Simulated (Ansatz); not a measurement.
System: HfSi$_{2}$ (slab).

Input

```
crystal:
  lattice:
    - [3.6821236449, 0.0, 0.0]
    - [-1.8410618225, 7.2974624633, 0.0]
    - [0.0, 0.0, 27.8071161769]
  atoms:
    - { symbol: Hf, position: [0.1054784004, 0.2109568008, 0.2697151316] }
    - { symbol: Si, position: [0.7496862515, 0.499372503, 0.2697151316] }
    - { symbol: Si, position: [0.4457603518, 0.8915207035, 0.2697151316] }
    - { symbol: Hf, position: [0.8945215996, 0.7890431992, 0.3355108083] }
    - { symbol: Si, position: [0.2503137485, 0.500627497, 0.3355108083] }
    - { symbol: Si, position: [0.5542396482, 0.1084792965, 0.3355108083] }
    - { symbol: Hf, position: [0.1054784004, 0.2109568008, 0.401306485] }
    - { symbol: Si, position: [0.7496862515, 0.499372503, 0.401306485] }
    - { symbol: Si, position: [0.4457603518, 0.8915207035, 0.401306485] }
    - { symbol: Hf, position: [0.8945215996, 0.7890431992, 0.4671021617] }
    - { symbol: Si, position: [0.2503137485, 0.500627497, 0.4671021617] }
    - { symbol: Si, position: [0.5542396482, 0.1084792965, 0.4671021617] }
    - { symbol: Hf, position: [0.1054784004, 0.2109568008, 0.5328978383] }
    - { symbol: Si, position: [0.7496862515, 0.499372503, 0.5328978383] }
    - { symbol: Si, position: [0.4457603518, 0.8915207035, 0.5328978383] }
    - { symbol: Hf, position: [0.8945215996, 0.7890431992, 0.598693515] }
    - { symbol: Si, position: [0.2503137485, 0.500627497, 0.598693515] }
    - { symbol: Si, position: [0.5542396482, 0.1084792965, 0.598693515] }
    - { symbol: Hf, position: [0.1054784004, 0.2109568008, 0.6644891917] }
    - { symbol: Si, position: [0.7496862515, 0.499372503, 0.6644891917] }
    - { symbol: Si, position: [0.4457603518, 0.8915207035, 0.6644891917] }
    - { symbol: Hf, position: [0.8945215996, 0.7890431992, 0.7302848684] }
    - { symbol: Si, position: [0.2503137485, 0.500627497, 0.7302848684] }
    - { symbol: Si, position: [0.5542396482, 0.1084792965, 0.7302848684] }
basis:
  ecutwfc: 420
kpoints:
  mp_grid: { grid: [10, 5, 1] }
hamiltonian:
  xc: pbe
scf:
  occupations: { method: gaussian, width: 0.1 }
output:
  forces: true
  eigenvalues: true
  write_density: true
  write_potential: true
  elf: true
  volumetric_format: npy
relax:
  adjacent_minimum: "off"
  f_tol: 0.02
  max_steps: 60
efield:
  axis: 3
  dipole_correction: true
  ramp_width: 0.04
```

Run with:

```sh
ansatz run input.yaml --threads 4 --pin off --max-ram 8192MiB --backend cpu --events-out ev --progress --plain --runs-dir out
```

The fields are those of the relaxed geometry.

Computed with DFT PBE, scalar-relativistic, plane waves, PAW (Ansatz 0.2.0).

### Predict the valence pseudo-density and electron localisation function between the atoms.

Hf–Si (2.79 Å): the density is about 0.3 e/Å³ at the midpoint; the ELF peaks at about 0.80 in the valence shell of Si, 0.9 Å from its nucleus, and is about 0.40 at the midpoint.

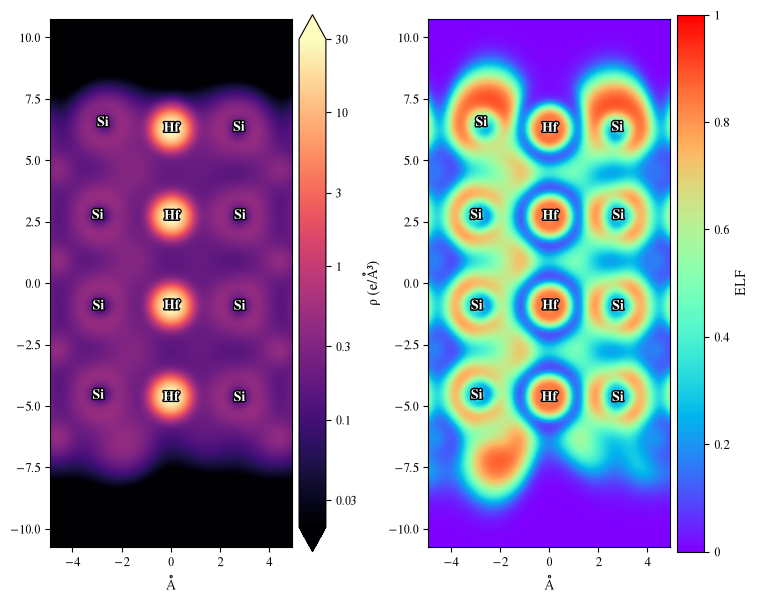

Computed valence pseudo-density and electron localisation function on the (110) plane of the calculation cell, a cut from vacuum to vacuum, in this order. Atoms just off the plane (Si, 0.9 Å away) can leave unmarked features too.

In a PAW calculation such maps are meaningful between the atoms, not at the nuclei.
